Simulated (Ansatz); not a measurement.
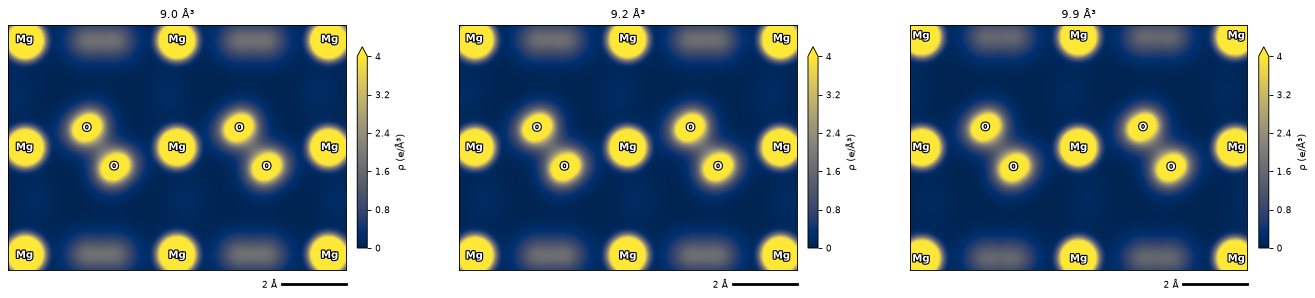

MgO$_{2}$. The valence charge density (pseudo) of cells scaled evenly to different volumes (given per atom above each panel), on the (101) plane of each (indices in the axes of the cell below), at one length scale and on one colour scale.

A structure from a database of computed crystals, not necessarily the ambient phase.

Method: Ansatz, Kohn-Sham DFT of a periodic cell, LDA, JTH PAW LDA.

The density is the valence pseudo-density of a PAW calculation; it isn't the true density close to the nuclei.

The largest cell:

```xyz
12
Lattice="4.9233 0.0000 0.0000 0.0000 4.9233 0.0000 0.0000 0.0000 4.9233" Properties=species:S:1:pos:R:3 pbc="T T T"
Mg    0.0000    0.0000    0.0000
Mg    2.4617    0.0000    2.4617
Mg    2.4617    2.4617    0.0000
Mg    0.0000    2.4617    2.4617
O     2.9019    4.4831    0.4402
O     4.4831    0.4402    2.9019
O     0.4402    2.9019    4.4831
O     2.0214    2.0214    2.0214
O     2.9019    2.9019    2.9019
O     4.4831    2.0214    0.4402
O     0.4402    4.4831    2.0214
O     2.0214    0.4402    4.4831
```

| volume (Å³/atom) | O–O contact in the plane (Å) | ρ at its midpoint (e/Å³) | pressure (GPa) | gap on the mesh (eV) | 
| --- | --- | --- | --- | --- |
| 9.01 | 1.475 | 1.762 | 1.2 | 4.01 | 
| 9.19 | 1.486 | 1.716 | −2.2 | 3.89 | 
| 9.76 | 1.515 | ? | ? | ? | 
| 9.94 | 1.525 | 1.544 | −12.5 | 3.45 | 

**What values belong in the row with question marks?**

Over the known rows ln ρ falls by 2.66 per Å of O–O distance (a least-squares line), which gives 1.586 e/Å³ at 1.515 Å; the calculation gives 1.582 e/Å³. For the pressure, a straight line in volume between the neighbouring rows gives −10.0 GPa; the calculation gives −10.3. For the gap on the mesh, a straight line in volume between the neighbouring rows gives 3.56 eV; the calculation gives 3.55.
